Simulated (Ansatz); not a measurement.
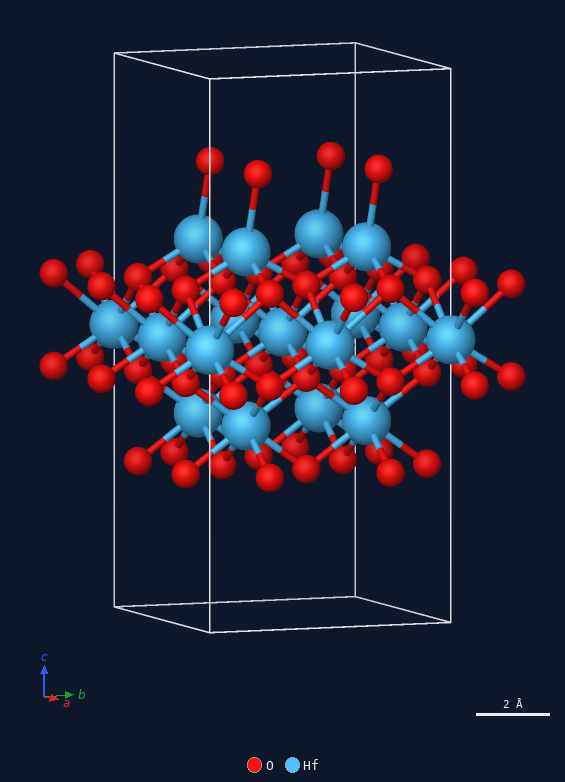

**Figure 1.** The structure as given in the input (ball-and-stick view of the 2 × 2 repeat of the cell, with the vacuum cut short, seen slightly off an axis; bonded neighbours outside the cell are drawn too). An atom can appear more than once, as a periodic image.

Hf₃O₇: geometry relaxation (part 1 of 5)

- system: Hf₃O₇ (slab, 10 atoms in the cell)
- method: DFT PBEsol, scalar-relativistic, plane waves, PAW (Ansatz 0.2.0)

The structure derives from an entry of the Crystallography Open Database. The run did not end well. The input holds or restrains some coordinates. Forces given for the steps count only the free coordinates. It belongs to a series of runs on one base structure; here: O put at a bridge Hf-O site.

### Input file
```yaml
crystal:
  lattice:
    - [3.5665804215, 0.0, 0.0]
    - [0.0, 3.5665804215, 0.0]
    - [0.0, 0.0, 25.3048830043]
  atoms:
    - { symbol: O, position: [0.5, 0.0, 0.3359035486] }
    - { symbol: O, position: [0.0, 0.5, 0.3359035486] }
    - { symbol: Hf, position: [0.5, 0.5, 0.3857349034] }
    - { symbol: O, position: [0.0, 0.5, 0.4355662581] }
    - { symbol: O, position: [0.5, 0.0, 0.4355662581] }
    - { symbol: Hf, position: [0.0, 0.0, 0.4783108515] }
    - { symbol: O, position: [0.5, 0.0, 0.5368061229] }
    - { symbol: O, position: [0.0, 0.5, 0.5368061229] }
    - { symbol: Hf, position: [0.5, 0.5, 0.5757992492] }
    - { symbol: O, position: [0.75, 0.5, 0.6643197138], spin: 2.0 }
basis:
  ecutwfc: 420
kpoints:
  mp_grid: { grid: [8, 8, 1] }
hamiltonian:
  xc: pbesol
scf:
  occupations: { method: gaussian, width: 0.05 }
output:
  forces: true
  eigenvalues: true
  populations: true
  write_density: true
  write_potential: true
  elf: true
  volumetric_format: npy
magnetization:
  spin_polarized: true
relax:
  adjacent_minimum: "off"
  f_tol: 0.03
  max_steps: 70
  constraints: [{ sites: [0, 1, 2, 3, 4] }]
efield:
  axis: 3
  dipole_correction: true
  ramp_width: 0.04
```

Run as:
```bash
ansatz run input.yaml --threads 2 --pin off --max-ram 5120MiB --backend cpu --events-out ev --progress --plain --runs-dir out
```

### The program's output
```
Engine: ansatz 0.2.0, aarch64-unknown-linux-gnu
Pseudopotentials: kind: paw
Pseudopotential: O, paw, valence charge 6, recommended cutoff 420 eV (normal), O.paw.azcp
Pseudopotential: Hf, paw, valence charge 26, recommended cutoff 420 eV (normal), Hf.paw.azcp
Functional definition: PBEsol
  exchange = pbesol_x
  correlation = pbesol_c
Crystal: 10 atoms, lattice volume = 321.891 Å³
Basis set: ecut = 420 eV, 6257 PW (Γ), exchange–correlation on 48×48×360 points (8 copies of the dense FFT grid, shifted against one another)
Bands: 74, of which v1, the nominal top of the filled ones, is band 60 counted from 1 (59 counted from 0)
Symmetry: 2 space group operations
k-points: 25 of 64 (time reversal used)
Non-local potential: O, projectors of the file, l = 0: 2, l = 1: 2, l = 2: 1
Non-local potential: Hf, projectors of the file, l = 0: 3, l = 1: 2, l = 2: 2, l = 3: 3
PAW form: soft (Blöchl's): semilocal exchange-correlation on the pseudo side does not see the compensation charge
PAW frozen core: O, regenerated for the run's functional, and the local potential with it (the file was generated under x = pbe(κ = 0.804, μ = 0.2195149727645171), c = pbe(β = 0.06672455060314922))
PAW frozen core: Hf, regenerated for the run's functional, and the local potential with it (the file was generated under x = pbe(κ = 0.804, μ = 0.2195149727645171), c = pbe(β = 0.06672455060314922))
PAW one-centre angular grid: O, 110 points (default); XC on 64 Gauss nodes
PAW one-centre angular grid: Hf, 590 points (default); XC on 64 Gauss nodes
Initial density: superposition of atomic densities (neutral atoms: chi_scale 0, normalization atom)
Starting moments: Σ|m| = 2 μB on 1 of 10 sites
Initial wavefunctions: pseudopotential atomic-orbital guess
Functional: x = pbesol(κ = 0.804, μ = 0.12345679012345678), c = pbesol(β = 0.046)
```
